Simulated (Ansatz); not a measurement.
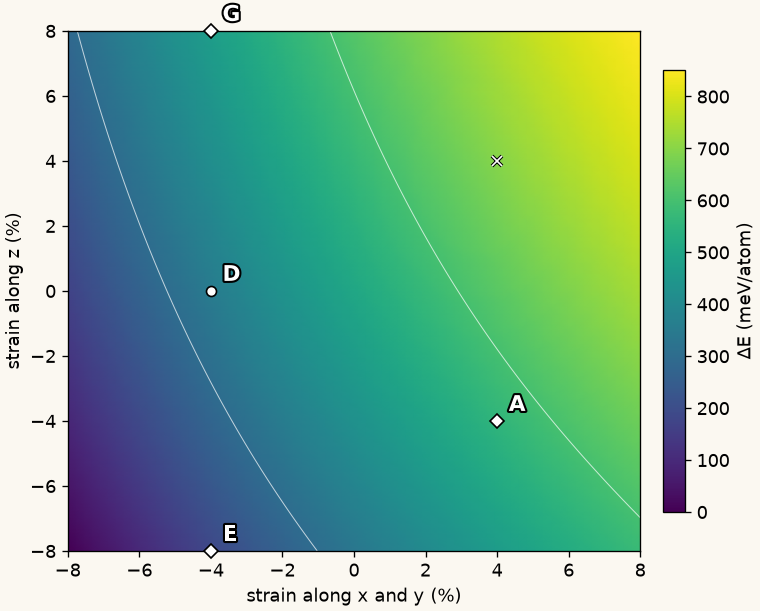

N (P6_3/mmc, No. 194; 2 atoms in the cell). The cell is strained homogeneously, by one strain along x and y and another along z, with fractional coordinates fixed (x along [1 0 0], z along [0 0 1] of the conventional cell). The first coordinate is: strain along x and y; the second: strain along z. Grid: 5 × 5 points. At 1 point there is no value. Energies are in meV/atom, from the lowest grid point. The reference cell is the one listed in the database, not relaxed at this level. Theory: DFT LDA, scalar-relativistic, plane waves, PAW in Ansatz 0.2.0. Settings: cutoff 420 eV, k-mesh 15×15×8 in the order of the run's cell vectors, gaussian smearing 0.15 eV, no spin polarisation.

In the figure: a smooth colour map with a few white contour lines, crosses at grid points without a value, lettered points. Between grid points the surface is interpolated.

Is G the lowest point of the computed grid?

Answer. No. G lies 471 meV/atom above the lowest grid point, which is at strain along x and y = −8 %, strain along z = −8 %.

What kind of point is each of A, D: minimum, saddle, maximum or slope?

Answer. A: on a slope; D: on a slope. (In these two coordinates alone; a stationary point may lie a little off the grid point.)

Rank the lettered points by energy, lowest first.

Answer. E (183 meV/atom), D (353 meV/atom), G (471 meV/atom), A (557 meV/atom).
